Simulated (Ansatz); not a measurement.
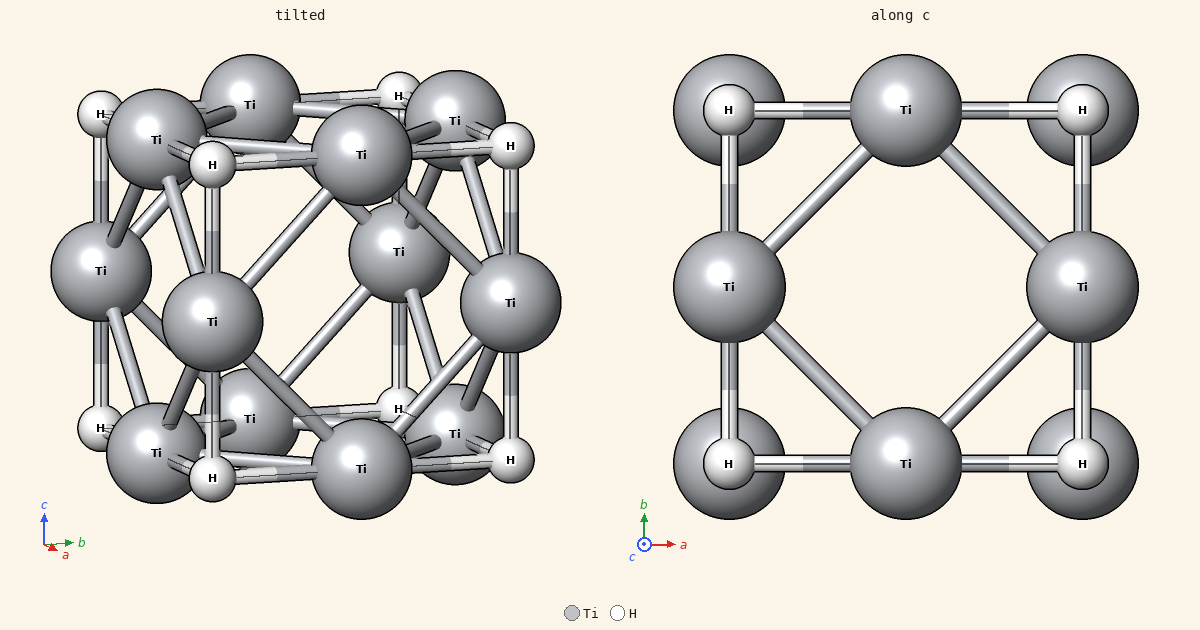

The structure above is drawn in ball-and-stick style and viewed slightly off an axis and along the c axis. Thin lines show the conventional unit cell, with boundary atoms drawn in all their periodic places. Cell: a = 3.98 Å, b = 3.98 Å, c = 3.98 Å, α = 90.00°, β = 90.00°, γ = 90.00°.

The initial geometry was a random cell made by a generator, so it need not be a real form of the compound. Earlier steps of the study, as a rule a relaxation of our own, may have changed the cell and positions, so they can lie some per cent off the listed ones. It was the input of a calculation with Ansatz.

### Summary of the structure:

The material is Ti3H. It is primitive cubic, space group Pm-3m (No. 221). It belongs to the family called ReO₃ type. Atoms per cell: 4 (3 Ti, 1 H). About every Ti there are eight Ti and two H (about 2.8 Å to Ti, 2.0 Å to H). The coordination shell of H holds six Ti in an octahedral arrangement at about 2.0 Å. The bonds build a three-dimensional framework.

Level of theory and settings: Ansatz, DFT PBE, scalar-relativistic, plane waves, PAW, a cutoff energy of 420 eV, k-grid 12×12×12, Gaussian smearing of 0.1 eV, no spin polarisation.

### Is it conducting or gapped at this level?

A metal: bands cross the Fermi level.

### Estimate the Bader charges.

Ti +0.30 e; H -0.90 e.

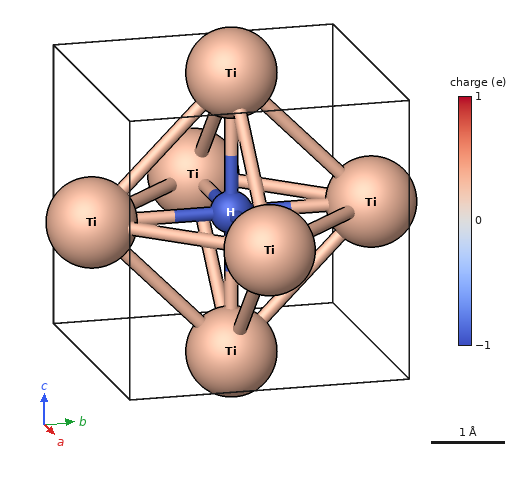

The atoms coloured by those charges. The run's cell of 4 atoms is drawn, so axes and origin can differ from the first picture.

### Are forces and stress small enough to call this relaxed?

Yes. All forces vanish to within 0.01 eV/Å. The pressure is 0.0 GPa, close to zero.
